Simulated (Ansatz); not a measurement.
# Mg(101) (P6_3/mmc bulk, 5 atomic planes (those closer than 0.6 Å count as one), 10 Å): simulated STM

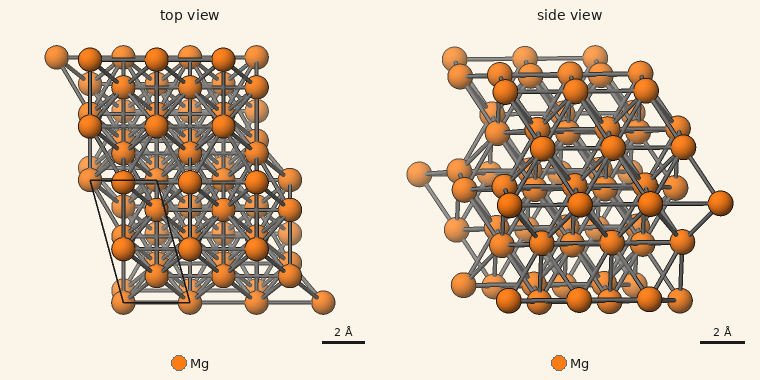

The relaxed structure from above and from the side.

Method: DFT PBE, scalar-relativistic, plane waves, PAW (Ansatz). Cutoff 420 eV, 19 × 10 k-points, Gaussian smearing 0.1 eV, dipole correction. The slab is a cut without reconstruction beyond its cell, at the source's lattice constants, with its lower half held fixed and the rest relaxed. Of the two ways to cut these planes this one leaves the narrow spacing on top (0.41 Å as cut, then 2.04 Å). No spin polarisation. The run warns that the functional's potential is rough in the thin density of the vacuum, where the tip is; weak contrasts and barriers may feel it.

Images follow the Tersoff–Hamann model: the current is the local density of the sample's states between the Fermi level and the bias, at the tip's centre. Bias windows are sharp sums over the levels of the k mesh.

Input file:

```yaml
crystal:
  lattice:
    - [3.20927153, 0.0, 0.0]
    - [-1.60463577, 5.90526092, 0.0]
    - [0.0, 0.0, 28.2176729489]
  atoms:
    - { symbol: Mg, position: [0.7819038805, 0.5638077601, 0.3189490507] }
    - { symbol: Mg, position: [0.0503631601, 0.10072632, 0.3334331306] }
    - { symbol: Mg, position: [0.3926595656, 0.78531913, 0.4058535104] }
    - { symbol: Mg, position: [0.6611188453, 0.3222376901, 0.4203375803] }
    - { symbol: Mg, position: [-6.15211e-05, 0.0020837107, 0.490802613] }
    - { symbol: Mg, position: [0.2713883558, 0.5415255623, 0.5073848387] }
    - { symbol: Mg, position: [0.6087761886, 0.2186457058, 0.5768750064] }
    - { symbol: Mg, position: [0.8786264688, 0.7577950778, 0.593727751] }
    - { symbol: Mg, position: [0.2185565519, 0.4380037354, 0.6637972066] }
    - { symbol: Mg, position: [0.4907623466, 0.9830987744, 0.6775975157] }
basis:
  ecutwfc: 420
  fft_grid_basis: typed
kpoints:
  mp_grid: { grid: [19, 10, 1] }
hamiltonian:
  xc: pbe
scf:
  occupations: { method: gaussian, width: 0.1 }
output:
  forces: true
  eigenvalues: true
  band_densities:
    - { e_range: [-2.0, -1.0] }
    - { e_range: [-1.0, -0.5] }
    - { e_range: [-0.5, -0.25] }
    - { e_range: [-0.25, 0.0] }
    - { e_range: [0.0, 0.25] }
    - { e_range: [0.25, 0.5] }
    - { e_range: [0.5, 1.0] }
    - { e_range: [1.0, 1.5] }
  band_residual_tolerance: 1.0e-05
  write_potential: true
  elf: true
  write_density: true
  volumetric_format: npy
efield:
  axis: 3
  dipole_correction: true
  ramp_width: 0.04
checkpoint:
  read: start.run
  write: ck
  compress: false
  write_wavefunctions: false
  write_every: 100000
```

Run with:

```sh
ansatz run input.yaml --threads 1 --pin off --max-ram 2211MiB --backend cpu --events-out ev --progress --plain --runs-dir out
```

This last single point, started from the relaxation's saved density, took 5.8 min on 1 thread of Intel(R) Xeon(R) Platinum 8488C (Sapphire Rapids) (shared host), peak memory 2 GiB.

### 1. One image

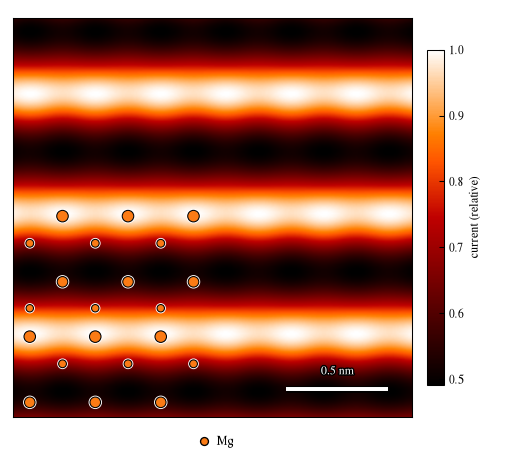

Constant-height image 3.5 Å above the topmost atom of this surface, sample bias −2.00 V. The atoms seen from above are drawn over one corner (deeper ones smaller).

**Which atoms or sites appear bright, which dark, and how strong is the contrast?**

The brightest spots lie over the top Mg atoms; the darkest points are over bridge points of the Mg atoms 0.4 Å below the top plane (with a hidden Mg atom 10.1 Å below the top plane). The brightest point carries 2 times the current of the darkest.

### 2. Approach curves

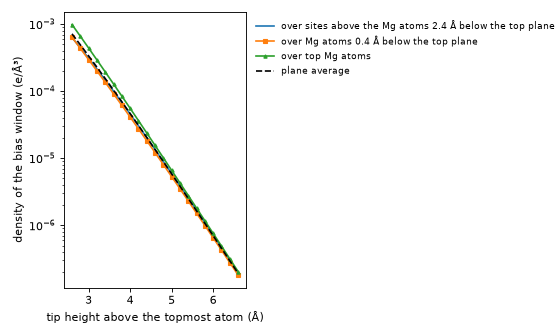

Approach curves over this surface at a sample bias of +0.50 V.

**How fast does the current decay, and what apparent barrier height does that imply?**

Near 4 Å the plane average falls as exp(−2.03 z/Å), a factor of 7.6 per ångström, which gives an apparent barrier of 3.9 eV (0.952 eV Å² times the slope squared). The vacuum level lies 3.71 eV above zero bias. The upper edge of the window lies 3.21 eV under it. The curve is still bending at 4 Å, since the potential hasn't yet risen to the vacuum level: further out the slope reaches 2.15 per Å, an apparent barrier of 4.4 eV. That far value is above 3.21 eV. At 4 Å the 0.25 eV of states nearest the upper edge carry 52 % of the density. The value exceeds even the 3.71 eV between the vacuum level and the deepest states of the window, so their depth alone doesn't explain it. States away from the zone centre decay faster, since their momentum along the surface adds to the barrier, and that may account for the rest.

### 3. States by depth

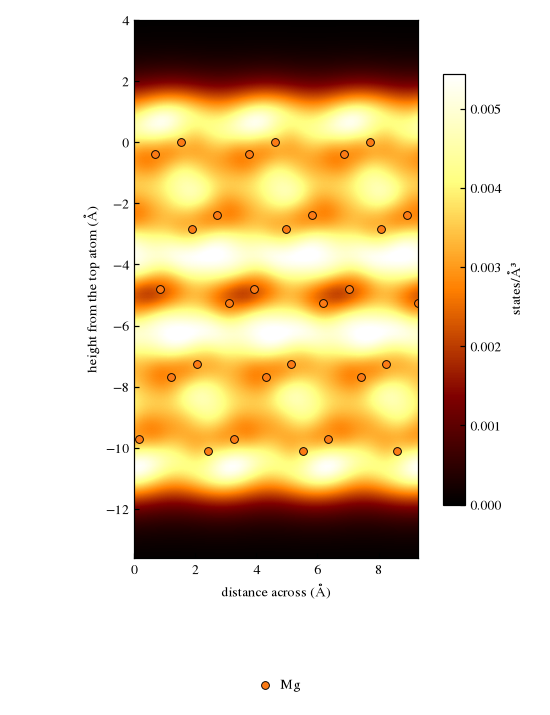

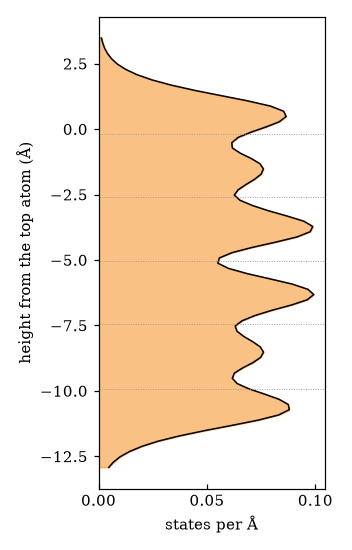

Density of all states between +0.25 and +0.50 eV (zero: the Fermi level) of this surface: side view, averaged along the second cell vector, and the full density summed over planes, the part near the nuclei included (dotted lines mark the atomic planes).

The first picture shows the smooth PAW orbitals' density alone; the shares below count all of it.

**Where in the slab do these states sit?**

The window holds 1 state per cell. Shares by plane (space cut midway between planes), top to bottom: Mg (2 atoms) 23 %, Mg (2 atoms) 17 %, Mg (2 atoms) 19 %, Mg (2 atoms) 19 %, Mg (2 atoms) 23 %; the outer planes' shares include the vacuum, and density in a gap between layers is shared out between the planes on either side. The states spread through the slab.

### 4. Bias series

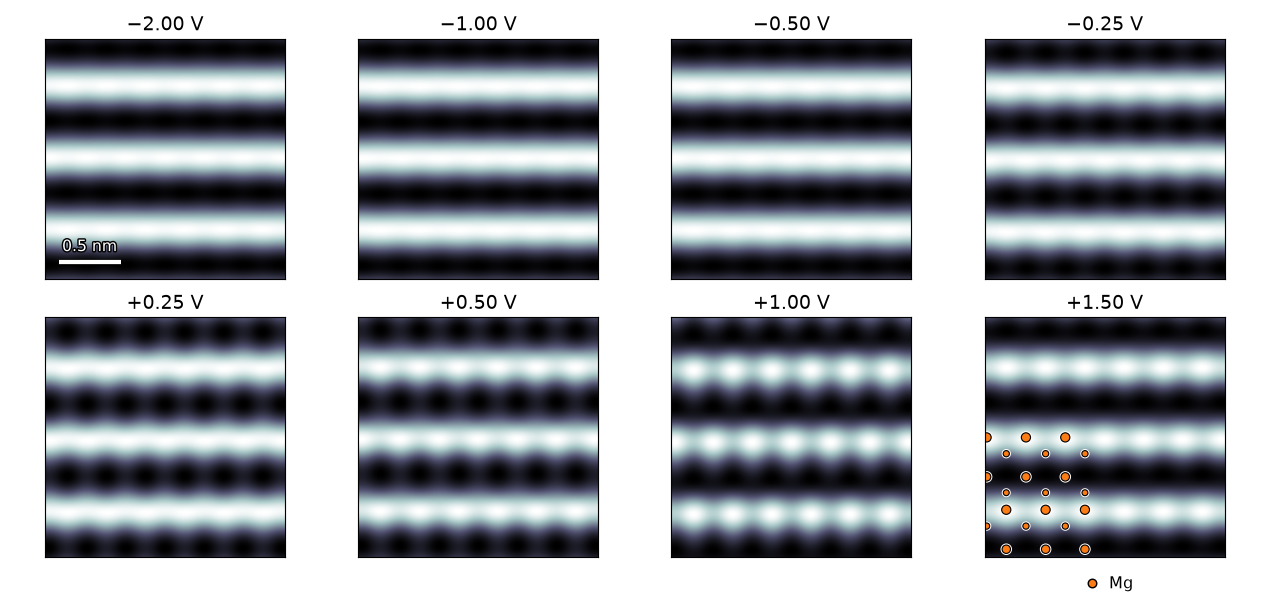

Constant-height images of this surface at 8 sample biases, each on its own colour scale; the last has the atoms seen from above drawn over one corner (deeper ones smaller).

**How do the images change with bias?**

| bias | height (Å) | bright/dark | brightest over |
| --- | --- | --- | --- |
| −2.00 V | 4.5 | 1.7 | top Mg atoms |
| −1.00 V | 4.5 | 1.8 | top Mg atoms |
| −0.50 V | 4.5 | 1.8 | top Mg atoms |
| −0.25 V | 4.5 | 1.5 | top Mg atoms |
| +0.25 V | 4.5 | 1.4 | top Mg atoms |
| +0.50 V | 4.5 | 1.4 | top Mg atoms |
| +1.00 V | 4.5 | 1.5 | top Mg atoms |
| +1.50 V | 4.5 | 1.6 | top Mg atoms |

The slab has states at the Fermi level, so this model gives a current down to small biases. Its work function (top face) is 3.71 eV.
